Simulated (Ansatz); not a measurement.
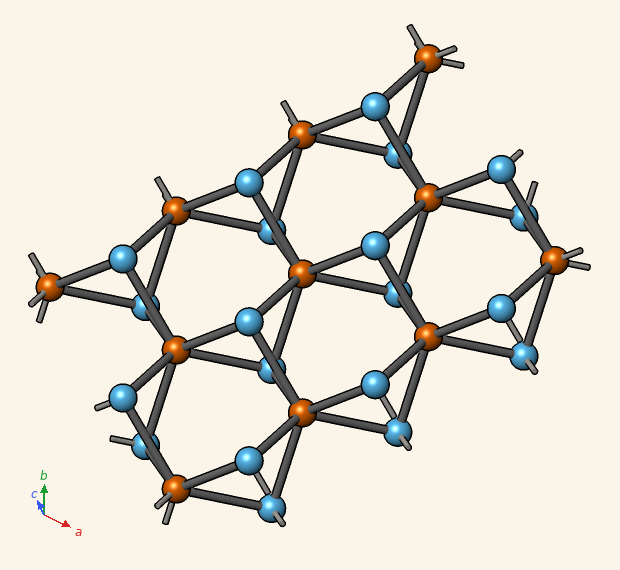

A cut-out of a periodic net derived from a crystal structure. Nodes are coloured by topological kind. One layer is drawn. Edges to nodes outside the piece are drawn as stubs.

Question: What net is this?

Answer: A binodal (3,6)-connected, two-periodic (layers) net. It is the net of the trigonal-prismatic layers of 2H-MoS2.

Question: Give point symbol and coordination sequence of each kind of node.

Answer: 3-connected node: 4^3, sequence 3, 13, 9, 24, 15, 36; 6-connected node: 4^3.6^12, sequence 6, 6, 18, 12, 30, 18.

The net was derived as follows. MoS₂ (space group R3m, No. 160). Coordinates: a calculation's input that goes back to an entry of the Crystallography Open Database (an earlier step may have relaxed or displaced it). Bonds are taken as Mo–S below 2.7 Å; no other contact counts. Atoms with one bond or none are removed and atoms with two bonds are replaced by edges, until no such atom is left. S is a 3-connected node; Mo is a 6-connected node, in the ratio 2:1.
